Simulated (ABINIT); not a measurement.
# Geometry relaxation of TiSi2 (part 3 of 4)

The same run, continued: TiSi2 (Cmcm, 6 atoms in the cell); Kohn-Sham DFT of a periodic cell, PBE with D2, JTH PAW PBE v2.0, no spin polarisation (ABINIT 10.8.3); cutoff 408.17 eV, 5×5×5 k-mesh, fermi-dirac of 0.05 eV. The structure derives from a Materials Project entry.

Geometry of the input (Å; fractional positions):
```
1.7651  -6.7593  0.0000
1.7651  6.7593  0.0000
0.0000  0.0000  3.5652
Ti 0.1031  0.8969  0.2500
Ti 0.8969  0.1031  0.7500
Si 0.7503  0.2497  0.2500
Si 0.2497  0.7503  0.7500
Si 0.4417  0.5583  0.2500
Si 0.5583  0.4417  0.7500
```

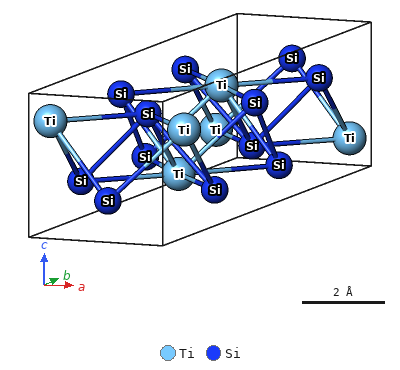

Fig. 1: The structure as given in the input (ball-and-stick view of the cell 2 times as large as that of the calculation, set on its symmetry axes, seen slightly off an axis). An atom can appear more than once, as a periodic image.

The program's output, continued:
```
--- !ResultsGS
iteration_state: {dtset: 1, itime: 4, icycle: 1, }
comment   : Summary of ground state results
lattice_vectors:
- [  3.3267576, -12.7425437,   0.0000000, ]
- [  3.3267576,  12.7425437,   0.0000000, ]
- [  0.0000000,   0.0000000,   6.7141364, ]
lattice_lengths: [  13.16965,   13.16965,    6.71414, ]
lattice_angles: [ 90.000,  90.000, 150.736, ] # degrees, (23, 13, 12)
lattice_volume:   5.6924266E+02
convergence: {deltae: -4.053E-11, res2:  1.872E-10, residm:  4.996E-06, diffor: null, }
etotal    :  -1.33432489E+02
entropy   :   0.00000000E+00
fermie    :   3.63876400E-01
cartesian_stress_tensor: # hartree/bohr^3
- [ -5.54146956E-06,   0.00000000E+00,   0.00000000E+00, ]
- [  0.00000000E+00,   1.30154788E-06,   0.00000000E+00, ]
- [  0.00000000E+00,   0.00000000E+00,  -5.01937534E-06, ]
pressure_GPa:   9.0806E-02
xred      :
- [  1.0311E-01,   8.9689E-01,   2.5000E-01, Ti]
- [  8.9689E-01,   1.0311E-01,   7.5000E-01, Ti]
- [  7.5030E-01,   2.4970E-01,   2.5000E-01, Si]
- [  2.4970E-01,   7.5030E-01,   7.5000E-01, Si]
- [  4.4146E-01,   5.5854E-01,   2.5000E-01, Si]
- [  5.5854E-01,   4.4146E-01,   7.5000E-01, Si]
cartesian_forces: # hartree/bohr
- [  1.50488188E-19,   2.01255060E-04,  -4.69970141E-31, ]
- [ -5.92789878E-21,  -2.01255060E-04,   4.69970141E-31, ]
- [  8.36683710E-20,   6.63276485E-05,  -0.00000000E+00, ]
- [  6.08919187E-20,  -6.63276485E-05,  -0.00000000E+00, ]
- [  1.34571388E-19,   1.17802454E-03,  -0.00000000E+00, ]
- [ -4.23691968E-19,  -1.17802454E-03,  -0.00000000E+00, ]
force_length_stats: {min:   6.63276485E-05, max:   1.17802454E-03, mean:   4.81869084E-04, }
...

 Integrated electronic density in atomic spheres:
 ------------------------------------------------
 Atom  Sphere_radius  Integrated_density
    1        2.30803         10.33667188
    2        2.30803         10.33667188
    3        1.90945          1.54076406
    4        1.90945          1.54076406
    5        1.90945          1.58574882
    6        1.90945          1.58574882

---OUTPUT-----------------------------------------------------------------------

 Cartesian coordinates (xcart) [bohr]
  3.32675759489748E+00  1.01148809452833E+01  1.67853409477312E+00
  3.32675759489748E+00 -1.01148809452833E+01  5.03560228431936E+00
  3.32675759489748E+00 -6.37903193287533E+00  1.67853409477312E+00
  3.32675759489748E+00  6.37903193287533E+00  5.03560228431936E+00
  3.32675759489748E+00  1.49190113137843E+00  1.67853409477312E+00
  3.32675759489748E+00 -1.49190113137844E+00  5.03560228431936E+00
 Reduced coordinates (xred)
  1.03105895562472E-01  8.96894104437528E-01  2.50000000000000E-01
  8.96894104437528E-01  1.03105895562472E-01  7.50000000000000E-01
  7.50304494919196E-01  2.49695505080804E-01  2.50000000000000E-01
  2.49695505080804E-01  7.50304494919196E-01  7.50000000000000E-01
  4.41459838563508E-01  5.58540161436492E-01  2.50000000000000E-01
  5.58540161436492E-01  4.41459838563508E-01  7.50000000000000E-01
 Cartesian forces (fcart) [Ha/bohr]; max,rms= 1.17802E-03 3.98977E-04 (free atoms)
  1.50488188440374E-19  2.01255060148155E-04 -4.69970141016193E-31
 -5.92789877564019E-21 -2.01255060148155E-04  4.69970141016193E-31
  8.36683709897145E-20  6.63276485490373E-05 -0.00000000000000E+00
  6.08919186750194E-20 -6.63276485490373E-05 -0.00000000000000E+00
  1.34571388496763E-19  1.17802454415195E-03 -0.00000000000000E+00
 -4.23691967826231E-19 -1.17802454415195E-03 -0.00000000000000E+00
 Gradient of E wrt nuclear positions in reduced coordinates (gred)
  2.56450140008926E-03 -2.56450140008926E-03  3.15544362088405E-30
 -2.56450140008926E-03  2.56450140008926E-03 -3.15544362088405E-30
  8.45182960584524E-04 -8.45182960584525E-04 -0.00000000000000E+00
 -8.45182960584525E-04  8.45182960584524E-04 -0.00000000000000E+00
  1.50110292411690E-02 -1.50110292411690E-02 -0.00000000000000E+00
 -1.50110292411690E-02  1.50110292411690E-02  0.00000000000000E+00
 Scale of Primitive Cell (acell) [bohr]
  1.31696520913388E+01  1.31696520913388E+01  6.71413637909248E+00
 Real space primitive translations (rprimd) [bohr]
  3.32675759489748E+00 -1.27425437064856E+01  0.00000000000000E+00
  3.32675759489748E+00  1.27425437064856E+01  0.00000000000000E+00
  0.00000000000000E+00  0.00000000000000E+00  6.71413637909248E+00
 Unitary Cell Volume (ucvol) [Bohr^3]=  5.69242664824077E+02
 Angles (23,13,12)= [degrees]
  9.00000000000000E+01  9.00000000000000E+01  1.50736228865821E+02
 Lengths [Bohr]
  1.31696520913388E+01  1.31696520913388E+01  6.71413637909248E+00
 Stress tensor in cartesian coordinates (strten) [Ha/bohr^3]
 -5.54146955565778E-06  0.00000000000000E+00  0.00000000000000E+00
  0.00000000000000E+00  1.30154788424881E-06  0.00000000000000E+00
  0.00000000000000E+00  0.00000000000000E+00 -5.01937534427149E-06
 Total energy (etotal) [Ha]= -1.33432488686589E+02

 Difference of energy with previous step (new-old):
           Absolute (Ha)=-4.48646E-06
           Relative     =-3.36235E-08

--- Iteration: ( 5/60) Internal Cycle: (1/1)
--------------------------------------------------------------------------------

---SELF-CONSISTENT-FIELD CONVERGENCE--------------------------------------------

--- !BeginCycle
iteration_state: {dtset: 1, itime: 5, icycle: 1, }
solver: {iscf: 17, nstep: 100, nline: 4, wfoptalg: 10, }
tolerances: {tolvrs: 1.00E-09, }
...

     iter   Etot(hartree)      deltaE(h)  residm     nres2
 ETOT  1  -133.43253730546    -1.334E+02 2.279E-03 1.893E-02
 ETOT  2  -133.43254721268    -9.907E-06 6.812E-05 2.113E-02
 ETOT  3  -133.43250255104     4.466E-05 1.772E-05 6.016E-04
 ETOT  4  -133.43250287805    -3.270E-07 1.422E-06 8.944E-06
 ETOT  5  -133.43250294323    -6.518E-08 2.838E-06 1.124E-06
 ETOT  6  -133.43250295678    -1.355E-08 1.377E-06 6.346E-07
 ETOT  7  -133.43250296217    -5.393E-09 1.103E-06 2.226E-07
 ETOT  8  -133.43250296484    -2.673E-09 1.143E-06 2.232E-08
 ETOT  9  -133.43250296636    -1.514E-09 1.307E-06 4.216E-08
 ETOT 10  -133.43250296693    -5.741E-10 1.096E-06 2.091E-09
 ETOT 11  -133.43250296729    -3.633E-10 1.295E-06 3.705E-09
 ETOT 12  -133.43250296743    -1.395E-10 1.082E-06 1.372E-10

 At SCF step   12       nres2   =  1.37E-10 < tolvrs=  1.00E-09 =>converged.

 Cartesian components of stress tensor (hartree/bohr^3)
  sigma(1 1)= -4.89924230E-06  sigma(3 2)=  0.00000000E+00
  sigma(2 2)=  7.25941036E-07  sigma(3 1)=  0.00000000E+00
  sigma(3 3)= -1.86478366E-06  sigma(2 1)=  0.00000000E+00

--- !ResultsGS
iteration_state: {dtset: 1, itime: 5, icycle: 1, }
comment   : Summary of ground state results
lattice_vectors:
- [  3.3280372, -12.7303743,   0.0000000, ]
- [  3.3280372,  12.7303743,   0.0000000, ]
- [  0.0000000,   0.0000000,   6.7145805, ]
lattice_lengths: [  13.15820,   13.15820,    6.71458, ]
lattice_angles: [ 90.000,  90.000, 150.699, ] # degrees, (23, 13, 12)
lattice_volume:   5.6895540E+02
convergence: {deltae: -1.395E-10, res2:  1.372E-10, residm:  1.082E-06, diffor: null, }
etotal    :  -1.33432503E+02
entropy   :   0.00000000E+00
fermie    :   3.64191828E-01
cartesian_stress_tensor: # hartree/bohr^3
- [ -4.89924230E-06,   0.00000000E+00,   0.00000000E+00, ]
- [  0.00000000E+00,   7.25941036E-07,   0.00000000E+00, ]
- [  0.00000000E+00,   0.00000000E+00,  -1.86478366E-06, ]
pressure_GPa:   5.9216E-02
xred      :
- [  1.0305E-01,   8.9695E-01,   2.5000E-01, Ti]
- [  8.9695E-01,   1.0305E-01,   7.5000E-01, Ti]
- [  7.5028E-01,   2.4972E-01,   2.5000E-01, Si]
- [  2.4972E-01,   7.5028E-01,   7.5000E-01, Si]
- [  4.4105E-01,   5.5895E-01,   2.5000E-01, Si]
- [  5.5895E-01,   4.4105E-01,   7.5000E-01, Si]
cartesian_forces: # hartree/bohr
- [ -3.65739987E-20,   1.39051175E-04,   3.91615881E-32, ]
- [  4.33926277E-22,  -1.39051175E-04,  -1.95807940E-31, ]
- [  8.56576233E-21,   6.32318879E-05,   3.91615881E-32, ]
- [  9.50427388E-21,  -6.32318879E-05,   3.91615881E-32, ]
- [  1.19672265E-20,   2.51215279E-05,   3.91615881E-32, ]
- [  6.10280972E-21,  -2.51215279E-05,   3.91615881E-32, ]
force_length_stats: {min:   2.51215279E-05, max:   1.39051175E-04, mean:   7.58015302E-05, }
...

 Integrated electronic density in atomic spheres:
 ------------------------------------------------
 Atom  Sphere_radius  Integrated_density
    1        2.30803         10.33744581
    2        2.30803         10.33744581
    3        1.90945          1.54075422
    4        1.90945          1.54075422
    5        1.90945          1.57947613
    6        1.90945          1.57947613

---OUTPUT-----------------------------------------------------------------------

 Cartesian coordinates (xcart) [bohr]
  3.32803716319124E+00  1.01066988222667E+01  1.67864512197188E+00
  3.32803716319124E+00 -1.01066988222667E+01  5.03593536591565E+00
  3.32803716319124E+00 -6.37240952694572E+00  1.67864512197188E+00
  3.32803716319124E+00  6.37240952694572E+00  5.03593536591565E+00
  3.32803716319124E+00  1.50081592742960E+00  1.67864512197188E+00
  3.32803716319124E+00 -1.50081592742960E+00  5.03593536591565E+00
 Reduced coordinates (xred)
  1.03047852993180E-01  8.96952147006820E-01  2.50000000000000E-01
  8.96952147006820E-01  1.03047852993180E-01  7.50000000000000E-01
  7.50283667081761E-01  2.49716332918239E-01  2.50000000000000E-01
  2.49716332918239E-01  7.50283667081761E-01  7.50000000000000E-01
  4.41053739194971E-01  5.58946260805029E-01  2.50000000000000E-01
  5.58946260805029E-01  4.41053739194971E-01  7.50000000000000E-01
 Cartesian forces (fcart) [Ha/bohr]; max,rms= 1.39051E-04 5.16017E-05 (free atoms)
 -3.65739986929514E-20  1.39051174815194E-04  3.91615880616837E-32
  4.33926276767909E-22 -1.39051174815194E-04 -1.95807940308418E-31
  8.56576233259938E-21  6.32318879438246E-05  3.91615880616837E-32
  9.50427387549236E-21 -6.32318879438246E-05  3.91615880616837E-32
  1.19672264883728E-20  2.51215278596573E-05  3.91615880616837E-32
  6.10280971971892E-21 -2.51215278596573E-05  3.91615880616837E-32
 Gradient of E wrt nuclear positions in reduced coordinates (gred)
  1.77017350244407E-03 -1.77017350244407E-03 -2.62953635073671E-31
 -1.77017350244407E-03  1.77017350244407E-03  1.31476817536835E-30
  8.04965601307819E-04 -8.04965601307819E-04 -2.62953635073671E-31
 -8.04965601307819E-04  8.04965601307819E-04 -2.62953635073671E-31
  3.19806452675989E-04 -3.19806452675989E-04 -2.62953635073671E-31
 -3.19806452675989E-04  3.19806452675989E-04 -2.62953635073671E-31
 Scale of Primitive Cell (acell) [bohr]
  1.31582012909373E+01  1.31582012909373E+01  6.71458048788753E+00
 Real space primitive translations (rprimd) [bohr]
  3.32803716319124E+00 -1.27303743013802E+01  0.00000000000000E+00
  3.32803716319124E+00  1.27303743013802E+01  0.00000000000000E+00
  0.00000000000000E+00  0.00000000000000E+00  6.71458048788753E+00
 Unitary Cell Volume (ucvol) [Bohr^3]=  5.68955395293532E+02
 Angles (23,13,12)= [degrees]
  9.00000000000000E+01  9.00000000000000E+01  1.50698675338279E+02
 Lengths [Bohr]
  1.31582012909373E+01  1.31582012909373E+01  6.71458048788753E+00
 Stress tensor in cartesian coordinates (strten) [Ha/bohr^3]
 -4.89924230223822E-06  0.00000000000000E+00  0.00000000000000E+00
  0.00000000000000E+00  7.25941035607108E-07  0.00000000000000E+00
  0.00000000000000E+00  0.00000000000000E+00 -1.86478366340399E-06
 Total energy (etotal) [Ha]= -1.33432502967433E+02

 Difference of energy with previous step (new-old):
           Absolute (Ha)=-1.42808E-05
           Relative     =-1.07027E-07

 At Broyd/MD step   5, gradients are converged :
  max grad (force/stress) = 4.8992E-04 < tolmxf= 5.0000E-04 ha/bohr (free atoms)

================================================================================

 ----iterations are completed or convergence reached----

 Mean square residual over all n,k,spin=   29.272E-10; max=  10.823E-07
 reduced coordinates (array xred) for    6 atoms
       0.103047852993      0.896952147007      0.250000000000
       0.896952147007      0.103047852993      0.750000000000
       0.750283667082      0.249716332918      0.250000000000
       0.249716332918      0.750283667082      0.750000000000
       0.441053739195      0.558946260805      0.250000000000
       0.558946260805      0.441053739195      0.750000000000
 rms dE/dt=  9.2901E-04; max dE/dt=  1.7702E-03; dE/dt below (all hartree)
    1       0.001770173502     -0.001770173502      0.000000000000
    2      -0.001770173502      0.001770173502      0.000000000000
    3       0.000804965601     -0.000804965601      0.000000000000
    4      -0.000804965601      0.000804965601      0.000000000000
    5       0.000319806453     -0.000319806453      0.000000000000
    6      -0.000319806453      0.000319806453      0.000000000000

 cartesian coordinates (angstrom) at end:
    1      1.76112142260431     5.34823469057540     0.88830074313837
    2      1.76112142260431    -5.34823469057540     2.66490222941512
    3      1.76112142260431    -3.37213389791315     0.88830074313837
    4      1.76112142260431     3.37213389791315     2.66490222941512
    5      1.76112142260431     0.79419758601720     0.88830074313837
    6      1.76112142260431    -0.79419758601720     2.66490222941512

 cartesian forces (hartree/bohr) at end:
    1     -0.00000000000000     0.00013905117482     0.00000000000000
    2      0.00000000000000    -0.00013905117482    -0.00000000000000
    3      0.00000000000000     0.00006323188794     0.00000000000000
    4      0.00000000000000    -0.00006323188794     0.00000000000000
    5      0.00000000000000     0.00002512152786     0.00000000000000
    6      0.00000000000000    -0.00002512152786     0.00000000000000
 frms,max,avg= 5.1601671E-05 1.3905117E-04   0.000E+00  0.000E+00  0.000E+00 h/b

 cartesian forces (eV/Angstrom) at end:
    1     -0.00000000000000     0.00715029889886     0.00000000000000
    2      0.00000000000000    -0.00715029889886    -0.00000000000000
    3      0.00000000000000     0.00325151441071     0.00000000000000
    4      0.00000000000000    -0.00325151441071     0.00000000000000
    5      0.00000000000000     0.00129180090158     0.00000000000000
    6      0.00000000000000    -0.00129180090158     0.00000000000000
 frms,max,avg= 2.6534646E-03 7.1502989E-03   0.000E+00  0.000E+00  0.000E+00 e/A
 length scales= 13.158201290937 13.158201290937  6.714580487888 bohr
              =  6.963020254915  6.963020254915  3.553202972553 angstroms
 Fermi (or HOMO) energy (hartree) =   0.36419   Average Vxc (hartree)=  -0.42445
 Eigenvalues (hartree) for nkpt=  27  k points:
 kpt#   1, nband= 24, wtk=  0.00800, kpt=  0.0000  0.0000  0.0000 (reduced coord)
  -1.72334   -1.72298   -0.85469   -0.85299   -0.85285   -0.85249   -0.85184   -0.85131
  -0.12085   -0.03756    0.04617    0.23745    0.24825    0.25417    0.26870    0.26904
   0.28283    0.28654    0.28675    0.38062    0.39180    0.39362    0.39645    0.41328
      occupation numbers for kpt#   1
   2.00000    2.00000    2.00000    2.00000    2.00000    2.00000    2.00000    2.00000
   2.00000    2.00000    2.00000    2.00000    2.00000    2.00000    2.00000    2.00000
   2.00000    2.00000    2.00000    0.00026    0.00000    0.00000    0.00000    0.00000
 prteigrs : prtvol=0 or 1, do not print more k-points.

 Fermi (or HOMO) energy (eV) =   9.91016   Average Vxc (eV)= -11.54977
 Eigenvalues (   eV  ) for nkpt=  27  k points:
 kpt#   1, nband= 24, wtk=  0.00800, kpt=  0.0000  0.0000  0.0000 (reduced coord)
 -46.89454  -46.88468  -23.25733  -23.21099  -23.20736  -23.19744  -23.17987  -23.16545
  -3.28851   -1.02209    1.25638    6.46124    6.75520    6.91630    7.31162    7.32105
   7.69630    7.79719    7.80292   10.35718   10.66129   10.71082   10.78790   11.24597
 prteigrs : prtvol=0 or 1, do not print more k-points.

--- !EnergyTerms
iteration_state     : {dtset: 1, itime: 5, icycle: 1, }
comment             : Components of total free energy in Hartree
kinetic             :  2.21186265870101E+01
hartree             :  3.14299853128641E+01
xc                  : -1.63135469293392E+01
Ewald energy        : -9.75408106641669E+01
psp_core            :  4.91568798532990E+00
local_psp           : -8.48582942859500E+01
PAW spherical_terms :  6.87952864326113E+00
VdWaals_dft_d       : -6.32605181758886E-02
internal            : -1.33432083869167E+02
'-kT*entropy'       : -4.16303771846400E-04
total_energy        : -1.33432500172939E+02
total_energy_eV     : -3.63088329997276E+03
...

--- !EnergyTermsDC
iteration_state     : {dtset: 1, itime: 5, icycle: 1, }
comment             : '"Double-counting" decomposition of free energy'
band_energy         : -1.27639687841185E+01
Ewald energy        : -9.75408106641669E+01
psp_core            :  4.91568798532990E+00
xc_dc               : -3.33213018870755E+01
PAW spherical_terms :  5.34156720454587E+00
VdWaals_dft_d       : -6.32605181758886E-02
internal            : -1.33432086663661E+02
'-kT*entropy'       : -4.16303771846400E-04
total_energy_dc     : -1.33432502967433E+02
total_energy_dc_eV  : -3.63088337601482E+03
...

--- !EnergyTermsWithPAWCore
iteration_state     : {dtset: 1, itime: 5, icycle: 1, }
comment             : 'Components of total free energy, including PAW core contributions'
Total energy        : -2.86794922248888E+03
Total energy DC     : -2.86794922528338E+03
Total energy (eV)   : -7.80408740270059E+04
Total energy DC (eV): -7.80408741030480E+04
...

 rms coord change=  3.2953E-04   atom, delta coord (reduced):
     1       -0.000070227007      0.000070227007      0.000000000000
     2        0.000070227007     -0.000070227007      0.000000000000
     3       -0.000031152918      0.000031152918      0.000000000000
     4        0.000031152918     -0.000031152918      0.000000000000
     5       -0.000694810805      0.000694810805      0.000000000000
     6        0.000694810805     -0.000694810805      0.000000000000

 Cartesian components of stress tensor (hartree/bohr^3)
  sigma(1 1)= -4.89924230E-06  sigma(3 2)=  0.00000000E+00
  sigma(2 2)=  7.25941036E-07  sigma(3 1)=  0.00000000E+00
  sigma(3 3)= -1.86478366E-06  sigma(2 1)=  0.00000000E+00

-Cartesian components of stress tensor (GPa)         [Pressure=  5.9216E-02 GPa]
- sigma(1 1)= -1.44140685E-01  sigma(3 2)=  0.00000000E+00
- sigma(2 2)=  2.13579226E-02  sigma(3 1)=  0.00000000E+00
- sigma(3 3)= -5.48638295E-02  sigma(2 1)=  0.00000000E+00

== END DATASET(S) ==============================================================
================================================================================

 -outvars: echo values of variables after computation  --------
            acell      1.3158201291E+01  1.3158201291E+01  6.7145804879E+00 Bohr
           etotal     -1.3343250297E+02
            fcart     -3.6573998693E-20  1.3905117482E-04  3.9161588062E-32
                       4.3392627677E-22 -1.3905117482E-04 -1.9580794031E-31
                       8.5657623326E-21  6.3231887944E-05  3.9161588062E-32
                       9.5042738755E-21 -6.3231887944E-05  3.9161588062E-32
                       1.1967226488E-20  2.5121527860E-05  3.9161588062E-32
                       6.1028097197E-21 -2.5121527860E-05  3.9161588062E-32
            rprim      2.5292493173E-01 -9.6748590631E-01  0.0000000000E+00
                       2.5292493173E-01  9.6748590631E-01  0.0000000000E+00
                       0.0000000000E+00  0.0000000000E+00  1.0000000000E+00
           strten     -4.8992423022E-06  7.2594103561E-07 -1.8647836634E-06
                       0.0000000000E+00  0.0000000000E+00  0.0000000000E+00
           xangst      1.7611214226E+00  5.3482346906E+00  8.8830074314E-01
                       1.7611214226E+00 -5.3482346906E+00  2.6649022294E+00
                       1.7611214226E+00 -3.3721338979E+00  8.8830074314E-01
                       1.7611214226E+00  3.3721338979E+00  2.6649022294E+00
                       1.7611214226E+00  7.9419758602E-01  8.8830074314E-01
                       1.7611214226E+00 -7.9419758602E-01  2.6649022294E+00
             xred      1.0304785299E-01  8.9695214701E-01  2.5000000000E-01
                       8.9695214701E-01  1.0304785299E-01  7.5000000000E-01
                       7.5028366708E-01  2.4971633292E-01  2.5000000000E-01
                       2.4971633292E-01  7.5028366708E-01  7.5000000000E-01
                       4.4105373919E-01  5.5894626081E-01  2.5000000000E-01
                       5.5894626081E-01  4.4105373919E-01  7.5000000000E-01
 Calculation completed.
```
